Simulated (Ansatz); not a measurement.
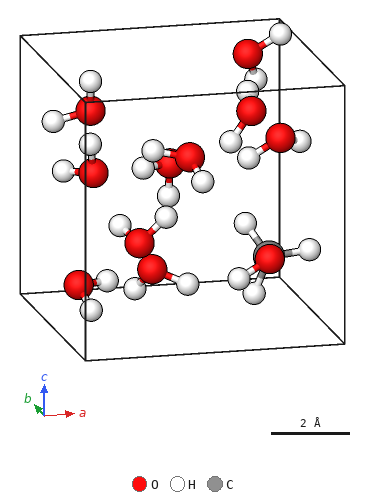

Starting frame of a dynamics run of a periodic cell with 10 H2O + 1 CH3OH at 1.067 g/cm³. A ball-and-stick model of the simulation cell, seen slightly off an axis.

Method: DFT PBE-D3(BJ), scalar-relativistic, plane waves, PAW (Ansatz).

The input:
```yaml
accuracy: low
crystal:
  lattice:
    - [6.912517, 0.0, 0.0]
    - [0.0, 6.912517, 0.0]
    - [0.0, 0.0, 6.912517]
  atoms:
    - { symbol: O, position: [0.12468644, 0.61113374, 0.12208764] }
    - { symbol: H, position: [0.25142103, 0.67748147, 0.1132183] }
    - { symbol: H, position: [0.14210315, 0.48790702, 0.05512626] }
    - { symbol: O, position: [0.07413745, 0.22926502, 0.89889278] }
    - { symbol: H, position: [0.06032709, 0.17408138, 1.02737156] }
    - { symbol: H, position: [-0.06111431, 0.26228527, 0.85776648] }
    - { symbol: O, position: [0.81261821, 0.75264827, 0.93513808] }
    - { symbol: H, position: [0.85985031, 0.81775665, 0.8170201] }
    - { symbol: H, position: [0.93015194, 0.72032828, 1.01277083] }
    - { symbol: O, position: [0.46357721, 0.83020367, 0.10428051] }
    - { symbol: H, position: [0.42065408, 0.9264431, 0.00690725] }
    - { symbol: H, position: [0.59077054, 0.79163689, 0.04813073] }
    - { symbol: O, position: [0.49479121, 0.6852965, 0.54969839] }
    - { symbol: H, position: [0.37294842, 0.6083347, 0.55903733] }
    - { symbol: H, position: [0.49912821, 0.72303633, 0.41396029] }
    - { symbol: O, position: [0.15441828, 0.50310535, 0.58157228] }
    - { symbol: H, position: [0.1285804, 0.44835503, 0.70870029] }
    - { symbol: H, position: [0.06701125, 0.616105, 0.56584841] }
    - { symbol: O, position: [0.40823424, 0.03423208, 0.74735778] }
    - { symbol: H, position: [0.27035741, 0.05120181, 0.77714922] }
    - { symbol: H, position: [0.42547501, -0.09463771, 0.68502289] }
    - { symbol: O, position: [0.73521704, 0.39116741, 0.81279063] }
    - { symbol: H, position: [0.65831516, 0.40185545, 0.6959068] }
    - { symbol: H, position: [0.75554584, 0.52888902, 0.85149854] }
    - { symbol: O, position: [0.24308249, 0.14920883, 0.39578517] }
    - { symbol: H, position: [0.20084997, 0.28039389, 0.43252126] }
    - { symbol: H, position: [0.33851916, 0.12022782, 0.49776371] }
    - { symbol: O, position: [0.9659241, 0.86157117, 0.57193671] }
    - { symbol: H, position: [1.06440628, 0.954411, 0.52810029] }
    - { symbol: H, position: [0.85332235, 0.90097555, 0.49145748] }
    - { symbol: C, position: [0.76458905, 0.23650243, 0.28752599] }
    - { symbol: O, position: [0.71754235, 0.03854295, 0.33209757] }
    - { symbol: H, position: [0.92351054, 0.24844947, 0.30064807] }
    - { symbol: H, position: [0.59093743, 0.00696711, 0.27210524] }
    - { symbol: H, position: [0.71669104, 0.27452226, 0.1382853] }
    - { symbol: H, position: [0.69931863, 0.34077349, 0.39290134] }
basis:
  ecutwfc: 420.0
kpoints:
  mp_grid: { grid: [1, 1, 1] }
hamiltonian:
  xc: pbe
  dispersion: d3bj
scf:
  occupations: { method: fermi_dirac, width: 0.05 }
  lower_state_search: "off"
md:
  timestep: 0.5
  n_steps: 300
  ensemble: nvt_langevin
  temperature: 1500.0
  initial_velocities: maxwell_boltzmann
  seed: 190959
  friction: 0.02
```

Command:
```bash
ansatz run input.yaml --threads 1 --pin off --max-ram 3072MiB --backend cpu --events-out ev --progress --plain --runs-dir out
```

Predict how the run goes.

Answer. Over the second half the temperature averages 1371 K (spread ±204 K). The potential energy in the second half lies on average 171 meV per atom above the first frame. Root-mean-square distances from the starting positions over the second half, with the common drift of all atoms taken out: H 1.42 Å, C 0.90 Å, O 0.71 Å. The heavy atoms stay within a fraction of a molecule's size of their starting places; so short a run doesn't tell a liquid from a solid.

Along the run (each row but the first and the last is the mean over the interval that it begins):

| time (fs) | potential energy (meV/atom) | T (K) |
| --- | --- | --- |
| 0.0 | 0.0 | 1458 |
| 15.0 | 111.6 | 1039 |
| 30.0 | 123.3 | 1150 |
| 45.0 | 130.4 | 1258 |
| 60.0 | 143.4 | 1315 |
| 75.0 | 163.6 | 1138 |
| 90.0 | 163.3 | 1272 |
| 105.0 | 191.1 | 1336 |
| 120.0 | 172.0 | 1605 |
| 135.0 | 163.7 | 1501 |
| 150.0 | 170.0 | 1490 |

The paths of the atoms:

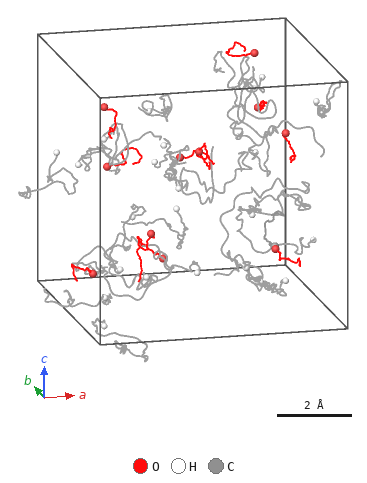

Limits of the set-up: the program's low-accuracy preset was used; the periodic images lie only 6.9 Å apart, so the values are limited by the cell's size.

The run took 10 min on 1 thread of Arm Neoverse V1, with other jobs on the host, peak memory 0.39 GiB.
